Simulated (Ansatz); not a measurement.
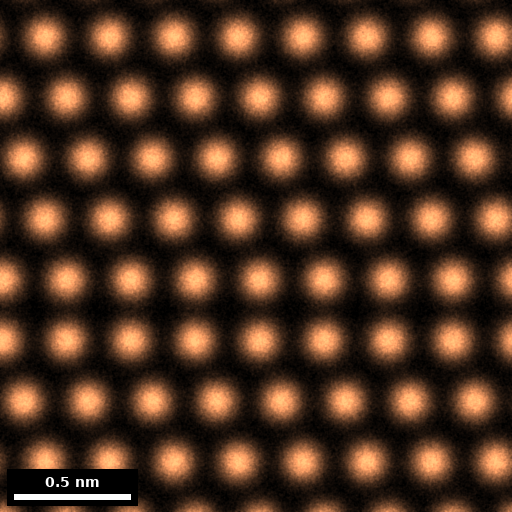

HAADF-like image of Hf (Fm-3m, No. 225) along [110]. The image is simulated as a sum over atoms of Z^1.7, blurred by a 1.30 Å probe (no channelling). The probe carries 25 % of its weight in a tail 2.5 times as wide. Shot noise was added.

One planar defect was built into the perfect crystal by geometry alone, without relaxation. Host structure: a calculation's starting geometry; the starting structure was generated, so it need not be a known form of this composition.

Find the planar defect and say what kind it is.

Answer. A planar fault (a stacking fault) runs horizontally about 13 Å below the top edge. The part above it is shifted along the boundary by 1/3 of the 2.77 Å repeat of the rows (0.9 Å to the right, the same as 1.8 Å to the left); both parts keep the same orientation.
